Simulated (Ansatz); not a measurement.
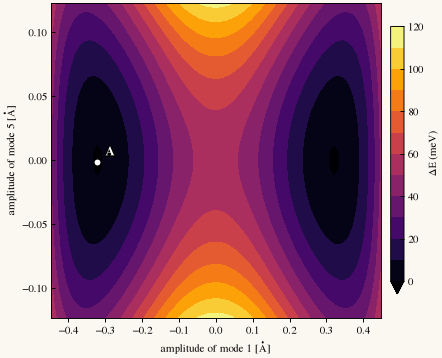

Al (Im-3m, No. 229; 2 atoms in the cell). 
- The energy is mapped over two normal modes frozen in (zone-centre modes of the 2-atom cell of this scan, which folds in the wave vector (0, 0, 1/2) of the primitive cell).
- The first coordinate is: amplitude of mode 1 (107i cm⁻¹), largest displacement; the second: amplitude of mode 5 (200 cm⁻¹), largest displacement.
- Nothing is relaxed (the cell and all other modes fixed).
- The scan uses a 9 × 9 grid; 25 points were computed and 56 follow by symmetry.
- Points are written as (first, second).
- All energies are given in meV per cell relative to the lowest grid point.
- Computed with DFT PBE, scalar-relativistic, plane waves, PAW (Ansatz 0.2.0). Settings: cutoff 420 eV, k-mesh 20×20×12 in the order of the run's cell vectors, gaussian smearing 0.15 eV, no spin polarisation.

The picture shows filled contours, the point A. Between grid points the surface is interpolated.

> What is the easiest way out of the well at A, and how high is the barrier?

The easiest path leads from the well at (−0.335 Å, 0.000 Å) to a well of about the same depth at (0.335 Å, 0.000 Å). Its highest point lies about 54 meV above the bottom of the first well on the interpolated surface, at (0.000 Å, 0.000 Å). This is the barrier on the constrained surface; relaxing the other coordinates would change it.

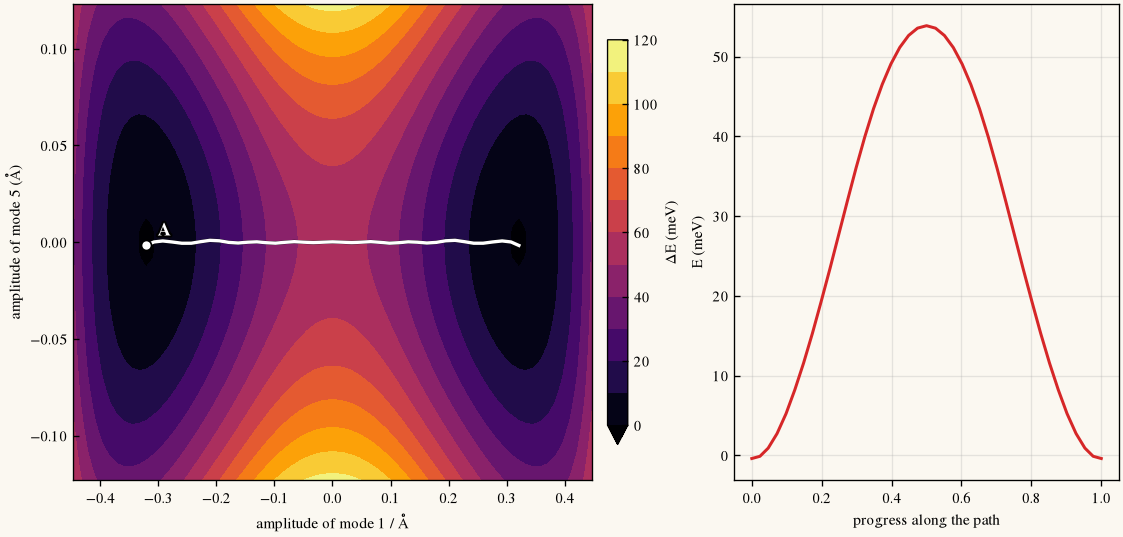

In the figure: filled contours, a line along the lowest path, the energy along the path at the right. Between grid points the surface is interpolated.
